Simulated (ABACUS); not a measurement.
# Band-structure run of InP

- system: InP (2 atoms in the cell)
- method: Kohn-Sham DFT of a periodic cell, MS2, SG15 ONCV 1.2 PBE, no spin polarisation (ABACUS 3.10.1)

The structure derives from an entry of the Crystallography Open Database. It belongs to a series of runs on one base structure; here: bands on the converged density.

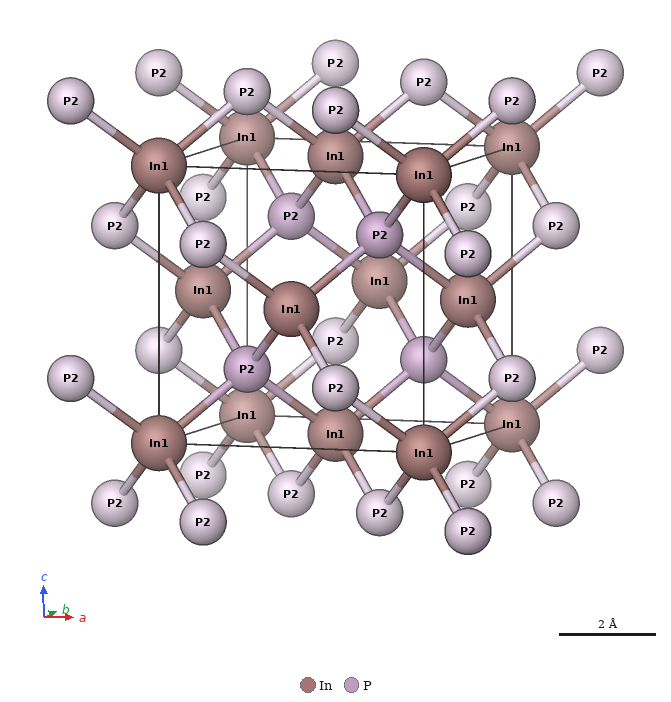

*The structure (ball-and-stick view of the cell 4 times as large as that of the calculation, set on its symmetry axes, seen slightly off an axis; neighbours outside the cell are drawn fainter; atoms are numbered from 1 in the order of the input).*

Near neighbours in the crystal (not all of them lie inside the picture): In has 4 P at 2.54 Å; P has 4 In at 2.54 Å.

Key numbers

- outcome: converged
- space group (tolerance 0.01 Å): F-43m (216)
- electrons treated: 18
- Fermi energy of the self-consistent step: 9.893 eV
- gap on the band path: 1.21 eV
- hardware: 4 threads of Intel Xeon (Granite Rapids), 12 GiB of memory available, shared host
- wall time: 60 s (CPU time 4 min)
- peak memory: 0.48 GiB

Input file
```
INPUT_PARAMETERS
suffix              InP
calculation         nscf
basis_type          pw
pseudo_dir          ./
symmetry            -1
dft_functional      MGGA_X_MS2+GGA_C_REGTPSS
ecutwfc             82.0
pseudo_rcut         7
nspin               1
nbands              19
ks_solver           dav
smearing_method     fd
smearing_sigma      0.00367493
scf_thr             1e-08
scf_nmax            100
mixing_type         broyden
mixing_beta         0.7
mixing_tau          1
init_chg            file
pw_diag_thr         1e-07
out_band            1
kpar                4
```

File STRU
```
ATOMIC_SPECIES
In 114.8180 In_ONCV_PBE-1.2.upf
P 30.9738 P_ONCV_PBE-1.2.upf

LATTICE_CONSTANT
1.8897261246

LATTICE_VECTORS
4.1443528400 0.0000000000 0.0000000000
2.0721764200 3.5891148417 0.0000000000
2.0721764200 1.1963716139 3.3838499240

ATOMIC_POSITIONS
Direct

In
0.0
1
0.0000000000 0.0000000000 0.0000000000 1 1 1

P
0.0
1
0.7500000000 0.7500000000 0.7500000000 1 1 1
```

File KPT
```
K_POINTS
12
Line
0.00000000 0.00000000 0.00000000 10 // G
0.50000000 0.00000000 0.50000000 10 // X
0.50000000 0.25000000 0.75000000 10 // W
0.37500000 0.37500000 0.75000000 10 // K
0.00000000 0.00000000 0.00000000 10 // G
0.50000000 0.50000000 0.50000000 10 // L
0.62500000 0.25000000 0.62500000 10 // U
0.50000000 0.25000000 0.75000000 10 // W
0.50000000 0.50000000 0.50000000 10 // L
0.37500000 0.37500000 0.75000000 1 // K
0.62500000 0.25000000 0.62500000 10 // U
0.50000000 0.00000000 0.50000000 1 // X
```

Run as:
```bash
OMP_NUM_THREADS=1 mpirun -np 4 abacus > log
```

Output
```
ABACUS v3.10.1

               Atomic-orbital Based Ab-initio Computation at UStc

 ------------------------------------------------------------------------------------

 READING GENERAL INFORMATION
                           global_out_dir = OUT.InP/
                           global_in_card = INPUT
                               pseudo_dir = ./
                              orbital_dir =
                                    DSIZE = 4
                                    GSIZE = 1

 READING UNITCELL INFORMATION
                                    ntype = 2
                  lattice constant (Bohr) = 1.88973
              lattice constant (Angstrom) = 1

 READING ATOM TYPE 1
                               atom label = In
                      L=0, number of zeta = 1
                      L=1, number of zeta = 1
                      L=2, number of zeta = 1
             number of atom for this type = 1

 READING ATOM TYPE 2
                               atom label = P
                      L=0, number of zeta = 1
                      L=1, number of zeta = 1
                      L=2, number of zeta = 1
             number of atom for this type = 1

                        TOTAL ATOM NUMBER = 2
DIRECT COORDINATES
    atom                   x                   y                   z     mag                  vx                  vy                  vz
taud_In1            0.0000000000        0.0000000000        0.0000000000  0.0000        0.0000000000        0.0000000000        0.0000000000
taud_P1            0.7500000000        0.7500000000        0.7500000000  0.0000        0.0000000000        0.0000000000        0.0000000000

                          Volume (Bohr^3) = 339.666
                             Volume (A^3) = 50.3332

 Lattice vectors: (Cartesian coordinate: in unit of a_0)
             +4.14435                  +0                  +0
             +2.07218            +3.58911                  +0
             +2.07218            +1.19637            +3.38385
 Reciprocal vectors: (Cartesian coordinate: in unit of 2 pi/a_0)
            +0.241292            -0.13931          -0.0985071
                   -0            +0.27862          -0.0985071
                   +0                  -0           +0.295521
 The esolver type has been set to : ksdft_pw

                PAO radial cut off (Bohr) = 7

 Read in pseudopotential file is In_ONCV_PBE-1.2.upf
                     pseudopotential type = NC
          exchange-correlation functional = PBE
                 nonlocal core correction = 0
                        valence electrons = 13
                                     lmax = 2
                           number of zeta = 0
                     number of projectors = 6
                           L of projector = 0
                           L of projector = 0
                           L of projector = 1
                           L of projector = 1
                           L of projector = 2
                           L of projector = 2
 XC functional updated to : MGGA_X_MS2+GGA_C_REGTPSS
          exchange-correlation functional = MGGA_X_MS2+GGA_C_REGTPSS
                PAO radial cut off (Bohr) = 7

 Read in pseudopotential file is P_ONCV_PBE-1.2.upf
                     pseudopotential type = NC
          exchange-correlation functional = PBE
                 nonlocal core correction = 0
                        valence electrons = 5
                                     lmax = 1
                           number of zeta = 0
                     number of projectors = 4
                           L of projector = 0
                           L of projector = 0
                           L of projector = 1
                           L of projector = 1
 XC functional updated to : MGGA_X_MS2+GGA_C_REGTPSS
          exchange-correlation functional = MGGA_X_MS2+GGA_C_REGTPSS
     initial pseudo atomic orbital number = 0

 SETUP THE ELECTRONS NUMBER
            electron number of element In = 13
      total electron number of element In = 13
             electron number of element P = 5
       total electron number of element P = 5
            AUTOSET number of electrons:  = 18
                           occupied bands = 9
                                   NBANDS = 19
                                   NLOCAL = 18

%%%%%%%%%%%%%%%%%%%%%%%%%%%%%%%%%%%%%%%%%%%%%%%%%%%%%%%%%%%%%%%%%%%%%%%%%%%%%%%%%%%%%%%%%%%%%%%%%%%%%%%%%%
 Warning: the number of valence electrons in pseudopotential > 3 for In: [Kr] 4d10 5s2 5p1
 Pseudopotentials with additional electrons can yield (more) accurate outcomes, but may be less efficient.
 If you're confident that your chosen pseudopotential is appropriate, you can safely ignore this warning.
%%%%%%%%%%%%%%%%%%%%%%%%%%%%%%%%%%%%%%%%%%%%%%%%%%%%%%%%%%%%%%%%%%%%%%%%%%%%%%%%%%%%%%%%%%%%%%%%%%%%%%%%%%

 SETUP THE PLANE WAVE BASIS
 energy cutoff for charge/potential (unit:Ry) = 328
            fft grid for charge/potential = [ 45, 45, 45 ]
                        fft grid division = [ 1, 1, 1 ]
        big fft grid for charge/potential = [ 45, 45, 45 ]
                                     nbxx = 91125
                                     nrxx = 91125

 SETUP PLANE WAVES FOR CHARGE/POTENTIAL
                    number of plane waves = 34327
                         number of sticks = 1393

 PARALLEL PW FOR CHARGE/POTENTIAL
     PROC   COLUMNS(POT)             PW
        1           1393          34327
 --------------- sum -------------------
        1           1393          34327
                            number of |g| = 342
                                  max |g| = 29.6641
                                  min |g| = 0

----------- Double Check Mixing Parameters Begin ------------
mixing_type: broyden
mixing_beta: 0.7
mixing_gg0: 1
mixing_gg0_min: 0.1
mixing_ndim: 8
----------- Double Check Mixing Parameters End ------------

 SETUP K-POINTS
                                    nspin = 1
                                   nkstot = 102
K-POINTS DIRECT COORDINATES
 KPOINTS    DIRECT_X    DIRECT_Y    DIRECT_Z  WEIGHT
       1  0.00000000  0.00000000  0.00000000  1.0000
       2  0.05000000  0.00000000  0.05000000  1.0000
       3  0.10000000  0.00000000  0.10000000  1.0000
       4  0.15000000  0.00000000  0.15000000  1.0000
       5  0.20000000  0.00000000  0.20000000  1.0000
       6  0.25000000  0.00000000  0.25000000  1.0000
       7  0.30000000  0.00000000  0.30000000  1.0000
       8  0.35000000  0.00000000  0.35000000  1.0000
       9  0.40000000  0.00000000  0.40000000  1.0000
      10  0.45000000  0.00000000  0.45000000  1.0000
      11  0.50000000  0.00000000  0.50000000  1.0000
      12  0.50000000  0.02500000  0.52500000  1.0000
      13  0.50000000  0.05000000  0.55000000  1.0000
      14  0.50000000  0.07500000  0.57500000  1.0000
      15  0.50000000  0.10000000  0.60000000  1.0000
      16  0.50000000  0.12500000  0.62500000  1.0000
      17  0.50000000  0.15000000  0.65000000  1.0000
      18  0.50000000  0.17500000  0.67500000  1.0000
      19  0.50000000  0.20000000  0.70000000  1.0000
      20  0.50000000  0.22500000  0.72500000  1.0000
      21  0.50000000  0.25000000  0.75000000  1.0000
      22  0.48750000  0.26250000  0.75000000  1.0000
      23  0.47500000  0.27500000  0.75000000  1.0000
      24  0.46250000  0.28750000  0.75000000  1.0000
      25  0.45000000  0.30000000  0.75000000  1.0000
      26  0.43750000  0.31250000  0.75000000  1.0000
      27  0.42500000  0.32500000  0.75000000  1.0000
      28  0.41250000  0.33750000  0.75000000  1.0000
      29  0.40000000  0.35000000  0.75000000  1.0000
      30  0.38750000  0.36250000  0.75000000  1.0000
[... 72 further k points ...]

           k-point number in this process = 26
       minimum distributed K point number = 25

[... K-POINTS CARTESIAN COORDINATES: 26 rows ...]

[... K-POINTS DIRECT COORDINATES: 26 rows ...]

 SETUP PLANE WAVES FOR WAVE FUNCTIONS
     energy cutoff for wavefunc (unit:Ry) = 82
              fft grid for wave functions = [ 45, 45, 45 ]
                    number of plane waves = 5161
                         number of sticks = 397

 PARALLEL PW FOR WAVE FUNCTIONS
     PROC   COLUMNS(POT)             PW
        1            397           5161
 --------------- sum -------------------
        1            397           5161

 SETUP NONLOCAL PSEUDOPOTENTIALS IN PLANE WAVE BASIS
 In non-local projectors:
 projector 1 L=0
 projector 2 L=0
 projector 3 L=1
 projector 4 L=1
 projector 5 L=2
 projector 6 L=2
 P non-local projectors:
 projector 1 L=0
 projector 2 L=0
 projector 3 L=1
 projector 4 L=1
      TOTAL NUMBER OF NONLOCAL PROJECTORS = 26

 Init Non-Local PseudoPotential table :
 Init Non-Local-Pseudopotential done.

                                     npwx = 4280

 -------------------------------------------
 NONSELF-CONSISTENT
 -------------------------------------------
                                 init_chg = file
 try to read charge from file
 Read in the charge density: OUT.InP//InP-CHARGE-DENSITY.restart
 try to read kinetic energy density from file
 Read in the kinetic energy density: OUT.InP//InP-TAU-DENSITY.restart

 PW ALGORITHM --------------- ION=   1  ELEC=   1--------------------------------
 k(1/102) Iter steps (avg)=14 threshold=1e-07
 k(2/102) Iter steps (avg)=14 threshold=1e-07
 k(3/102) Iter steps (avg)=14 threshold=1e-07
 k(4/102) Iter steps (avg)=14 threshold=1e-07
 k(5/102) Iter steps (avg)=14 threshold=1e-07
 k(6/102) Iter steps (avg)=17 threshold=1e-07
 k(7/102) Iter steps (avg)=21 threshold=1e-07
 k(8/102) Iter steps (avg)=28 threshold=1e-07
 k(9/102) Iter steps (avg)=43 threshold=1e-07
 k(10/102) Iter steps (avg)=35 threshold=1e-07
 k(11/102) Iter steps (avg)=28 threshold=1e-07
 k(12/102) Iter steps (avg)=29 threshold=1e-07
 k(13/102) Iter steps (avg)=32 threshold=1e-07
 k(14/102) Iter steps (avg)=26 threshold=1e-07
 k(15/102) Iter steps (avg)=25 threshold=1e-07
 k(16/102) Iter steps (avg)=20 threshold=1e-07
 k(17/102) Iter steps (avg)=23 threshold=1e-07
 k(18/102) Iter steps (avg)=28 threshold=1e-07
 k(19/102) Iter steps (avg)=31 threshold=1e-07
 k(20/102) Iter steps (avg)=49 threshold=1e-07
 k(21/102) Iter steps (avg)=41 threshold=1e-07
 k(22/102) Iter steps (avg)=35 threshold=1e-07
 k(23/102) Iter steps (avg)=27 threshold=1e-07
 k(24/102) Iter steps (avg)=25 threshold=1e-07
 k(25/102) Iter steps (avg)=24 threshold=1e-07
 k(26/102) Iter steps (avg)=28 threshold=1e-07
[... levels at 26 k points of this process ...]

 Density error is 0.00000000000
                          Error Threshold = 1.00000000000e-07
----------------------------------------------------------
     Energy           Rydberg                 eV
----------------------------------------------------------
 E_KohnSham     -116.0519745257      -1578.9681177006
 E_KS(sigma->0) -116.0519745044      -1578.9681174102
 E_Harris       -116.0519745257      -1578.9681177006
 E_band         -0.8930301379        -12.1502983610
 E_one_elec     -40.8664594969       -556.0167062437
 E_Hartree      30.1185652080        409.7841024130
 E_xc           -15.5836758983       -212.0267880027
 E_Ewald        -89.7204042958       -1220.7087252864
 E_entropy(-TS) -0.0000000427        -0.0000005807
 E_descf        0.0000000000         0.0000000000
 E_exx          0.0000000000         0.0000000000
 E_Fermi        0.7277438407         9.9014629179
----------------------------------------------------------

 charge density convergence is achieved
 final etot is -1578.9681177 eV
 EFERMI = 9.9014629179 eV

 STATE ENERGY(eV) AND OCCUPATIONS    NSPIN == 1
 1/26 kpoint (Cartesian) = 0.0000 0.0000 0.0000 (4279 pws)
       1       -4.69944      0.0196078
       2       -4.69944      0.0196078
       3       -4.69944      0.0196078
       4       -4.52484      0.0196078
       5       -4.52484      0.0196078
       6       -3.30555      0.0196078
       7        9.26005      0.0196078
       8        9.26005      0.0196078
       9        9.26005      0.0196078
      10        10.4717    2.18518e-07
      11        13.8386    1.24322e-36
      12        13.8386    1.24322e-36
      13        13.8386    1.24322e-36
      14        18.2283    9.24959e-75
      15        19.6139    8.53139e-87
      16        19.6139    8.53137e-87
      17        20.9799        0.00000
      18        20.9799        0.00000
      19        20.9799        0.00000

 2/26 kpoint (Cartesian) = 0.012065 -0.0069655 0.0098507 (4280 pws)
       1       -4.71457      0.0196078
       2       -4.69641      0.0196078
       3       -4.69641      0.0196078
       4       -4.52589      0.0196078
       5       -4.52386      0.0196078
       6       -3.25679      0.0196078
       7        8.83892      0.0196078
       8        9.15658      0.0196078
       9        9.15658      0.0196078
      10        10.8897    5.11665e-11
      11        13.6982    2.06073e-35
      12        13.9822    7.03876e-38
      13        13.9822    7.03876e-38
      14        18.4501    1.09727e-76
      15        19.0397    8.28974e-82
      16        19.6417    4.89926e-87
      17        21.0664        0.00000
      18        21.0664        0.00000
      19        21.3769        0.00000

 3/26 kpoint (Cartesian) = 0.024129 -0.013931 0.019701 (4272 pws)
       1       -4.75434      0.0196078
       2       -4.68760      0.0196078
       3       -4.68760      0.0196078
       4       -4.52933      0.0196078
       5       -4.52103      0.0196078
       6       -3.11623      0.0196078
       7        8.10695      0.0196078
       8        8.88408      0.0196078
       9        8.88408      0.0196078
      10        11.5977    3.62686e-17
      11        13.3514    2.12231e-32
      12        14.3750    2.72690e-41
      13        14.3750    2.72690e-41
      14        18.0733    2.05433e-73
      15        19.1074    2.14080e-82
      16        19.7244    9.37216e-88
      17        21.3258        0.00000
      18        21.3258        0.00000
      19        21.8578        0.00000

 4/26 kpoint (Cartesian) = 0.036194 -0.020897 0.029552 (4260 pws)
       1       -4.80728      0.0196078
       2       -4.67373      0.0196078
       3       -4.67373      0.0196078
       4       -4.53533      0.0196078
       5       -4.51660      0.0196078
       6       -2.89656      0.0196078
       7        7.33043      0.0196078
       8        8.51861      0.0196078
       9        8.51861      0.0196078
      10        12.2764    4.61178e-23
      11        12.9245    1.08414e-28
      12        14.9412    3.29422e-46
      13        14.9412    3.29422e-46
      14        17.2721    1.87055e-66
      15        19.8603    6.17572e-89
      16        19.9770        0.00000
      17        21.7573        0.00000
      18        21.7573        0.00000
      19        22.2773        0.00000

 5/26 kpoint (Cartesian) = 0.048258 -0.027862 0.039403 (4252 pws)
       1       -4.86348      0.0196078
       2       -4.65601      0.0196078
       3       -4.65601      0.0196078
       4       -4.54347      0.0196078
       5       -4.51103      0.0196078
       6       -2.61107      0.0196078
       7        6.55229      0.0196078
       8        8.12531      0.0196078
       9        8.12531      0.0196078
      10        12.4998    5.28882e-25
      11        12.7720    2.28753e-27
      12        15.6166    4.47864e-52
      13        15.6166    4.47864e-52
      14        16.7849    3.19068e-62
      15        20.0462        0.00000
      16        20.9917        0.00000
      17        22.3588        0.00000
      18        22.3588        0.00000
      19        22.7571        0.00000

 6/26 kpoint (Cartesian) = 0.060323 -0.034828 0.049254 (4256 pws)
       1       -4.91661      0.0196078
       2       -4.63605      0.0196078
       3       -4.63605      0.0196078
       4       -4.55293      0.0196078
       5       -4.50485      0.0196078
       6       -2.27253      0.0196078
       7        5.78880      0.0196078
       8        7.74735      0.0196078
       9        7.74735      0.0196078
      10        12.1243    9.66938e-22
      11        12.9315    9.40941e-29
      12        16.3605    1.54785e-58
      13        16.3605    1.54785e-58
      14        16.7729    4.05580e-62
      15        20.2756        0.00000
      16        22.0291        0.00000
      17        23.1247        0.00000
      18        23.1247        0.00000
      19        23.3985        0.00000

[... levels at 20 further k points ...]

 --------------------------------------------
 !FINAL_ETOT_IS -1578.968117700567 eV
 --------------------------------------------

 Output bands in file: OUT.InP/BANDS_1.dat
```
